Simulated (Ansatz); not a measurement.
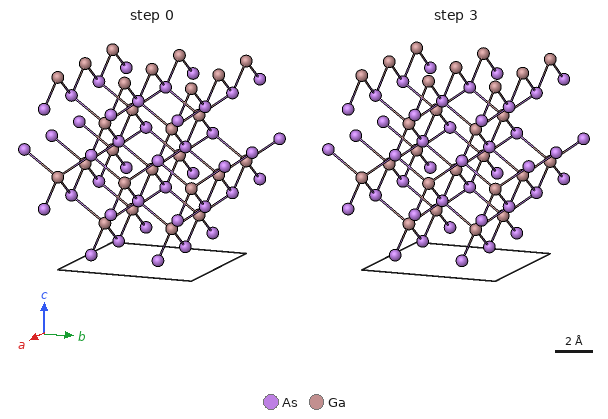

The structure of a slab of composition GaAs (cut from the F-43m phase) before (left) and after (right) a relaxation, at one scale.

The picture is a ball-and-stick view of the 2 × 2 repeat of the cell, outlined in the plane, without the vacuum, seen slightly off an axis.

Case: (1 0 0) slab, atoms relaxed. The slab is the (1 0 0) face of GaAs.

These are results of DFT PBEsol, scalar-relativistic, plane waves, PAW (Ansatz 0.2.0), not measurements.

Input
```yaml
crystal:
  lattice:
    - [4.0010046525, 0.0, 0.0]
    - [0.0, 4.0010046525, 0.0]
    - [0.0, 0.0, 24.9019813248]
  atoms:
    - { symbol: As, position: [0.0, 0.5, 0.3011808539] }
    - { symbol: Ga, position: [0.5, 0.5, 0.3579863242] }
    - { symbol: As, position: [0.5, 0.0, 0.4147917945] }
    - { symbol: Ga, position: [0.0, 0.0, 0.4715972648] }
    - { symbol: As, position: [0.0, 0.5, 0.5284027352] }
    - { symbol: Ga, position: [0.5, 0.5, 0.5852082055] }
    - { symbol: As, position: [0.5, 0.0, 0.6420136758] }
    - { symbol: Ga, position: [0.0, 0.0, 0.6988191461] }
basis:
  ecutwfc: 420
kpoints:
  mp_grid: { grid: [9, 9, 1] }
hamiltonian:
  xc: pbesol
scf:
  occupations: { method: gaussian, width: 0.05 }
output:
  forces: true
  eigenvalues: true
  write_density: true
  write_potential: true
  elf: true
  volumetric_format: npy
relax:
  adjacent_minimum: "off"
  f_tol: 0.02
  max_steps: 60
efield:
  axis: 3
  dipole_correction: true
  ramp_width: 0.04
```

Command:
```bash
ansatz run input.yaml --threads 1 --pin off --max-ram 2560MiB --backend cpu --events-out ev --progress --plain --runs-dir out
```

What changed between the two?

Answer. The atom that moves furthest relative to the layer's centre is Ga8 (0.10 Å along the normal (+c)). By element the largest moves are Ga 0.10 Å, As 0.01 Å. The lattice vectors keep their values. Some distances before and after: As7–Ga8 2.450 → 2.512 Å, Ga2–As3 2.450 → 2.480 Å, As1–Ga2 2.450 → 2.428 Å, Ga4–As5 2.450 → 2.466 Å. Bond angles that change, for instance: Ga8–As7–Ga8 109.5° → 105.6°, As7–Ga8–As7 109.5° → 105.6°. After 2 accepted moves (3 points after the start) the energy has fallen by 42.3 meV per cell of the calculation. Largest force component: 0.53 eV/Å at the start, 0.019 eV/Å at the end. 1 step only repeated the SCF at the same geometry. Cost: 5.1 min on 1 thread of Arm Neoverse V2, with other jobs on the host, peak memory 0.83 GiB.
